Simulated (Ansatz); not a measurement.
**Energy of AlN along a strain of the cell**

System: AlN (I4/mmm, 2 atoms in the cell).
Method: DFT LDA, scalar-relativistic, plane waves, PAW, no spin polarisation (Ansatz 0.2.0).

The 5 runs differ only in the geometry, by a strain of the cell at fixed fractional positions. Against run 3, the strain is εxx = η and εyy = η. The structure derives from a Materials Project entry.

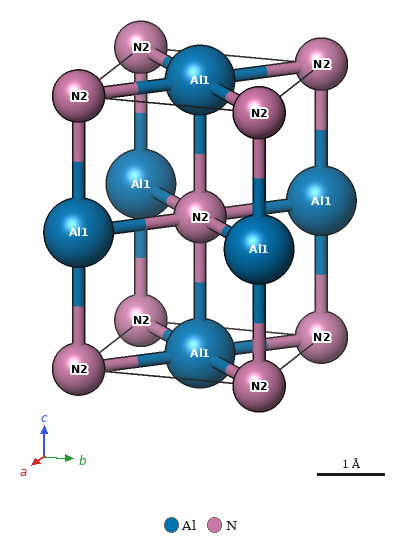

Figure 1. The structure of run 3 (ball-and-stick view of the cell 2 times as large as that of the calculation, set on its symmetry axes, seen slightly off an axis; atoms are numbered from 1 in the order of the input).

### Input of run 3
```yaml
crystal:
  lattice:
    - [0.0, 2.034518, 2.1362439]
    - [2.034518, 0.0, 2.1362439]
    - [2.034518, 2.034518, 0.0]
  atoms:
    - { symbol: Al, position: [0.5, 0.5, 0.5] }
    - { symbol: "N", position: [0.0, 0.0, 0.0] }
basis:
  ecutwfc: 420
kpoints:
  mp_grid: { grid: [10, 10, 10] }
hamiltonian:
  xc: lda
scf:
  occupations: { method: gaussian, width: 0.05 }
output:
  forces: true
  stress: true
  eigenvalues: true
```

Command:
```bash
ansatz run input.yaml --threads 1 --pin off --max-ram 1228MiB --backend cpu --events-out ev --progress --plain --runs-dir out
```

Run 4 differs from it as follows:
```diff
-    - [0.0, 2.034518, 2.1362439]
-    - [2.034518, 0.0, 2.1362439]
-    - [2.034518, 2.034518, 0.0]
+    - [0.0, 2.08538095, 2.1362439]
+    - [2.08538095, 0.0, 2.1362439]
+    - [2.08538095, 2.08538095, 0.0]
```

### Results, with one run withheld

| run | strain parameter η (%) | free energy per atom, from the lowest run given (meV) | pressure (GPa) | gap on the mesh (eV) |
| --- | --- | --- | --- | --- |
| 1 | −5.0000 | 18.33 | 8.06 | 4.24 |
| 2 | −2.5000 | 0.00 | −8.10 | 3.84 |
| 3 | 0.0000 | 29.50 | −20.27 | 3.51 |
| 4 | 2.5000 | ? | ? | ? |
| 5 | 5.0000 | 188.22 | −35.83 | 3.00 |

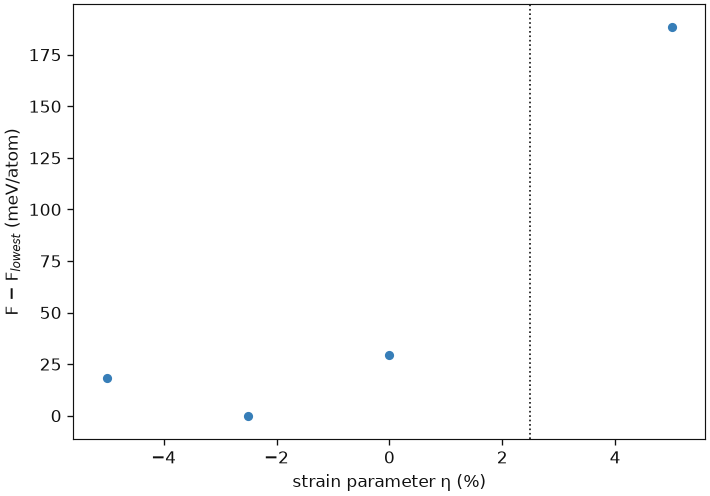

Figure 2. Free energy per atom of the runs given; the dotted line marks run 4.

Estimate the energy of run 4 from the others.

A quadratic polynomial in the coordinate, fitted to the 4 runs given, misses them by at most 3.18 meV per atom. With x = η + 0.6250, it reads F = 17.579 + 13.36 x + 3.0306 x² (meV per atom). At run 4 it gives 88.92 meV per atom, and the run itself gives 95.31. The fit has its minimum at η = −2.8292 %. So low a polynomial doesn't follow these energies more closely. The gap on the mesh goes, without turning, from 4.24 eV in run 1 to 3.00 eV in run 5; run 4 has 3.23 eV. These are gaps of this functional on this mesh, which can miss the band edges; they aren't the measured gap.

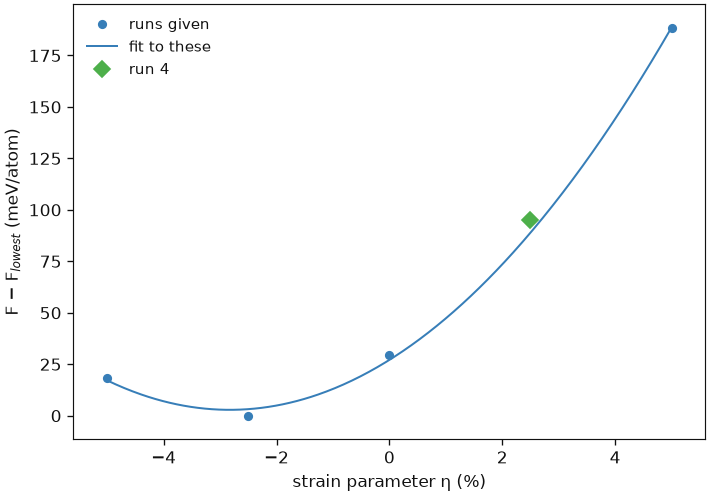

Figure 3. The fit and the withheld run.

### Output, shortened to warnings, some set-up lines, iterations and results (run 4)
```
Basis set: ecut = 420 eV, 339 PW (Γ)
Symmetry: 16 space group operations
k-points: 102 of 1000
Initial density: superposition of atomic densities (neutral atoms: chi_scale 0, normalization atom), corrected by the library's trained network
[...]
SCF iter   1: F=—  HF=-889.412199 eV  |F-HF|=—  |Δ(HF+E_count)|=         —  Δρ=8.76e-3  dr2=1.57e-2  ethr=1.77e-3  ⟨swp⟩=4.6  Hψ=5663  notcnv=0
SCF iter   2: F=—  HF=-889.407731 eV  |F-HF|=—  |Δ(HF+E_count)|=   4.47e-3  Δρ=3.45e-3  dr2=2.22e-3  ethr=1.96e-4  ⟨swp⟩=1.9  Hψ=1909  notcnv=0
SCF iter   3: F=—  HF=-889.406987 eV  |F-HF|=—  |Δ(HF+E_count)|=   7.45e-4  Δρ=3.86e-4  dr2=1.26e-5  ethr=2.78e-5  ⟨swp⟩=2.0  Hψ=1066  notcnv=0
SCF iter   4: F=—  HF=-889.406981 eV  |F-HF|=—  |Δ(HF+E_count)|=   5.29e-6  Δρ=2.33e-5  dr2=8.58e-8  ethr=1.57e-7  ⟨swp⟩=2.0  Hψ=1188  notcnv=0
SCF iter   5: F=-889.406981 eV  HF=-889.406981 eV  |F-HF|=1.78e-9  |Δ(HF+E_count)|=   2.46e-8  Δρ=4.00e-6  dr2=2.07e-9  ethr=1.07e-9  ⟨swp⟩=2.4  Hψ=1172  notcnv=0
SCF iter   6: F=-889.406981 eV  HF=-889.406981 eV  |F-HF|=1.06e-11  |Δ(HF+E_count)|=  6.83e-10  Δρ=3.19e-7  dr2=1.27e-11  ethr=2.59e-11  ⟨swp⟩=1.5  Hψ=2754  notcnv=0
SCF 1 converged in 6 iterations: F = -889.406981 eV  dr2 = 1.27e-11
SCF converged after 6 iterations
Free energy (F): -889.406981 eV
Harris-Foulkes:  -889.406981 eV  (|F-HF|=1.06e-11)
Internal energy: -889.406981 eV  (E = F + TS)
E sigma→0 (E₀):  -889.406981 eV
Fermi energy:    11.076896 eV
--- Per-component energies (eV) ---
  E_band       = 27.477007
  E_kinetic    = 156.788157
  E_local      = -181.557837  (includes V_loc(G=0)·N_el)
  E_nonlocal   = 55.328709
  E_hartree    = 63.912195
  E_xc         = -100.340381
  E_vxc        = -107.416401  (∫ρ·V_xc dr)
  E_paw        = -560.802177  (= ΣΔE_a)
  E_vpaw       = -23.490051  (= ΣTr[D̂ρ^β])
  E_aug_tail   = 0.000089  (compensation charges beyond the density's cutoff)
  E_ewald      = -322.871497
  E_core_change = 0.135761  (= ΣΔE_core)
  E_smearing   = -0.000000  (= −TS)
  E_closure    = 0.000000  (closes the sum)
  Σ components = -889.406981   (vs F -889.406981, Δ=0.00e0)
--- Forces (eV/Å), atoms counted from 1 ---
  atom   1  Al     0.00000000    -0.00000000     0.00000000
  atom   2  N     -0.00000000     0.00000000     0.00000000
  max |Σ_I F_I| component: 1.97e-31 eV/Å
--- Stress (GPa, compression-positive) ---
      -28.550239       0.000000       0.000000
        0.000000     -28.550239       0.000000
        0.000000       0.000000     -30.766495
  P = ⅓ Tr σ = -29.2890 GPa (-292.890 kbar)
```
